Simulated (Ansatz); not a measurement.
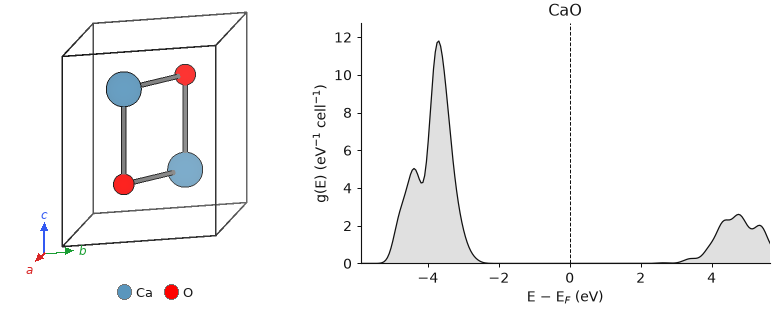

Density of states, beside the structure. Energies are counted from the Fermi level, put mid-gap where there is a gap. The curve is built from the levels of the k mesh with Gaussians 0.4 eV wide, which also blur the band edges.

The material is CaO, space group P6_3/mmc, 4 atoms in the cell, h-MgO (five-fold) type; a = 3.98 Å, b = 3.98 Å, c = 4.77 Å, α = 90.00°, β = 90.00°, γ = 120.00°.

Level of theory: DFT, PBE0, plane waves, PAW, no spin polarisation, 6×6×4 k mesh, 420 eV cutoff; code Ansatz 0.2.0.

Metal or insulator, going by the density of states?

Answer. There is a gap; over the k points computed it is 5.28 eV (direct among those points).

How wide is the upper valence band?

Answer. The upper group of valence states starts about 2.2 eV under the valence-band top (which lies at −2.6 eV on this axis), with a gap beneath it; it holds about 12 electrons a cell.
